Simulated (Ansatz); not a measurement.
**Pt(110) (Fm-3m bulk, 8 atomic planes (those closer than 0.6 Å count as one), 10 Å): images, spectra and barriers**

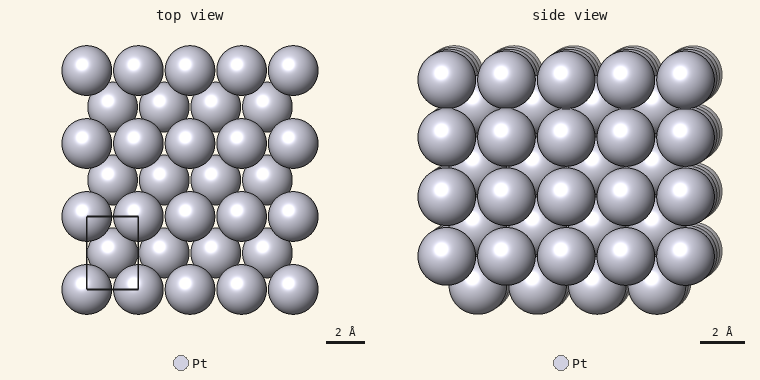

The relaxed structure from above and from the side.

All numbers here come from DFT PBEsol, scalar-relativistic, plane waves, PAW in Ansatz 0.2.0. Cutoff 420 eV, 18 × 13 k-points, Gaussian smearing 0.1 eV, dipole correction. The slab is a cut without reconstruction beyond its cell, at the source's lattice constants, with its lower half held fixed and the rest relaxed. No spin polarisation. Spin–orbit coupling is left out; with Pt it can shift levels and gaps. The run couldn't confirm all of its levels under its output density. The run warns that the functional's potential is rough in the thin density of the vacuum, where the tip is; weak contrasts and barriers may feel it.

Tersoff–Hamann simulation (s-wave tip); biases are sample biases. Bias windows are sharp sums over the levels of the k mesh.

```yaml
crystal:
  lattice:
    - [2.76889, 0.00000, 0.00000]
    - [0.00000, 3.91580, 0.00000]
    - [0.00000, 0.00000, 26.69111]
  atoms:
    - { symbol: Pt, position: [0.50000, 0.50000, 0.31846] }
    - { symbol: Pt, position: [0.00000, 0.00000, 0.37033] }
    - { symbol: Pt, position: [0.50000, 0.50000, 0.42220] }
    - { symbol: Pt, position: [0.00000, 0.00000, 0.47407] }
    - { symbol: Pt, position: [0.50000, 0.50000, 0.52617] }
    - { symbol: Pt, position: [0.00000, 0.00000, 0.57707] }
    - { symbol: Pt, position: [0.50000, 0.50000, 0.63283] }
    - { symbol: Pt, position: [0.00000, 0.00000, 0.67709] }
```

The last single point took 110 s on 2 threads of Intel(R) Xeon(R) Platinum 8259CL CPU @ 2.50GHz (Skylake/Cascade Lake) (shared host), peak memory 1.4 GiB.

## 1. One image

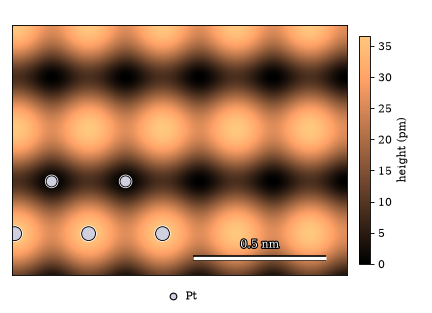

Constant-current image at a set point of 3.5 × 10⁻⁵ e/Å³ of this surface, sample bias +0.50 V. The atoms seen from above are drawn over one corner (deeper ones smaller).

Question: What lies under the maxima and minima of this image?

Answer: The brightest spots lie over the top Pt atoms; the darkest points are over the Pt atoms 1.2 Å below the top plane. The corrugation is 37 pm at a mean tip height of 3.5 Å.

## 2. Approach curves

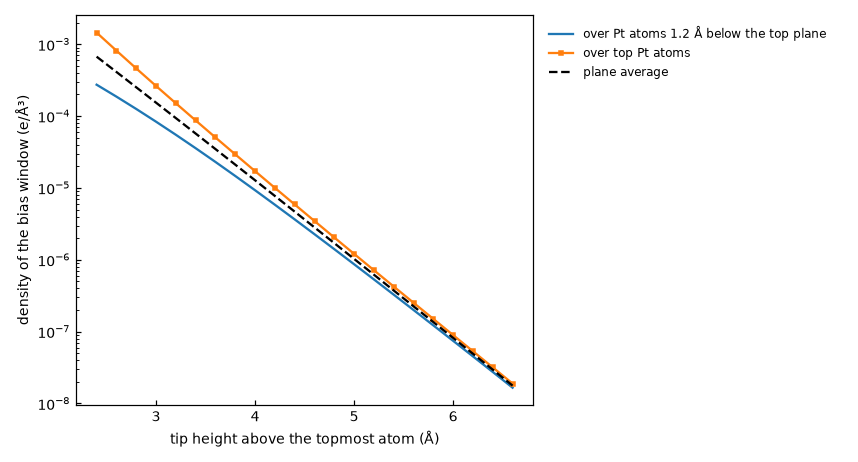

Approach curves over this surface at a sample bias of +1.00 V.

Question: How fast does the current decay, and what apparent barrier height does that imply?

Answer: Near 4 Å the plane average falls as exp(−2.51 z/Å), a factor of 12 per ångström, which gives an apparent barrier of 6.0 eV (0.952 eV Å² times the slope squared). The vacuum level lies 5.42 eV above zero bias. The upper edge of the window lies 4.42 eV under it. The apparent barrier is above 4.42 eV. At 4 Å the 0.50 eV of states nearest the upper edge carry 21 % of the density. The value exceeds even the 5.42 eV between the vacuum level and the deepest states of the window, so their depth alone doesn't explain it. States away from the zone centre decay faster, since their momentum along the surface adds to the barrier, and that may account for the rest.

## 3. Barrier map

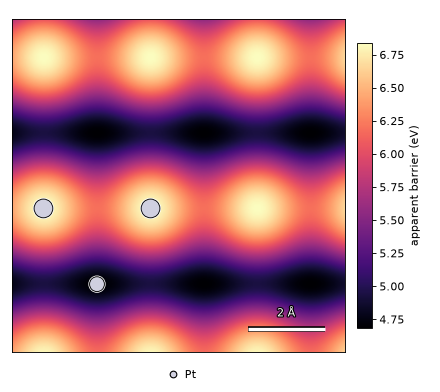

Map of the apparent barrier height, 0.952 eV Å² × (d ln I/dz)², 3.8 Å above this surface at −0.25 V; lighter colours are higher.

Question: Where is the apparent barrier highest and lowest, and over what range?

Answer: It is highest, 6.8 eV, over the top Pt atoms, and lowest, 4.7 eV, over the Pt atoms 1.2 Å below the top plane. The vacuum level lies 5.42 eV above zero bias.
